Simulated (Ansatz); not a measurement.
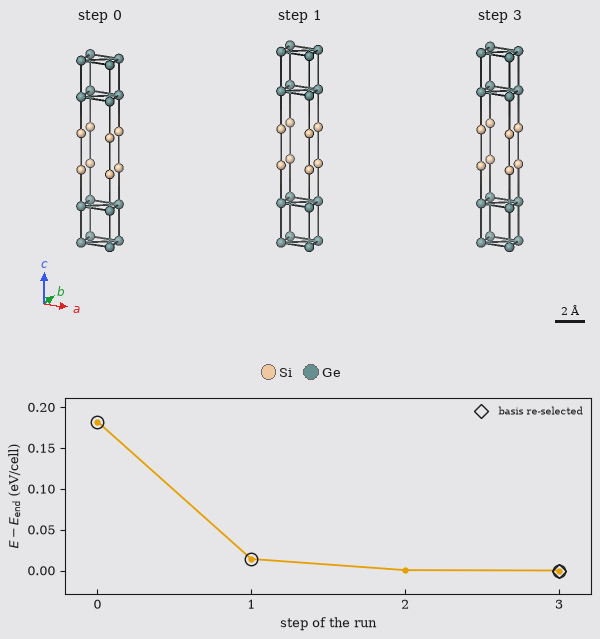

Frames of a relaxation of crystalline Si$_{2}$Ge$_{3}$ (a generated structure, set up in P6/mmm) (coarse preliminary run), marked on the history of the run. Style: ball-and-stick. Shown: the cell of the calculation, slightly off an axis.

Level of theory: DFT PBE, scalar-relativistic, plane waves, PAW in Ansatz. (plane-wave cutoff 420 eV; k-point mesh 6 × 6 × 2; occupations gaussian; smearing width 0.1 eV; no spin polarisation; cell and atoms relaxed; force threshold 0.04 eV/Å; at most 70 steps)

Q: Describe the path.

A: Over 2 accepted moves (3 points after the start) the energy falls by 0.182 eV per cell of the calculation. Largest force component: 0.45 eV/Å at the start, 0.027 eV/Å at the end. The pressure goes from 1.88 to 0.12 GPa. The SCF was repeated once at an unchanged geometry on a basis and grid sized afresh for the cell, which shifted the energy by 0.5 meV per cell of the calculation at most. The largest moves relative to the cell, 0.087 Å, are those of Ge atoms. By element the largest moves are Ge 0.087 Å, Si 0.060 Å. The drawn cell changes as follows: a = b 2.789 → 2.756 Å (−1.2 %), c 13.097 → 13.643 Å (+4.2 %); the volume changes by +1.7 %. Among the contacts that change: Ge–Ge 2.619 → 2.816 Å, Ge–Si 2.619 → 2.701 Å, Ge–Ge 2.789 → 2.756 Å. The space group stays P6/mmm (No. 191). The run took 16 s on 1 thread of Intel(R) Xeon(R) Processor @ 2.70GHz (shared host), peak memory 0.4 GiB. From step 0 to 1: Ge atoms move most (0.10 Å), volume +1.2 %, energy −0.168 eV per cell of the calculation. From step 1 to 3: volume +0.5 %, energy −14.1 meV per cell of the calculation.

Limits of the set-up: the k-point mesh is coarse for a cell with partly filled bands.
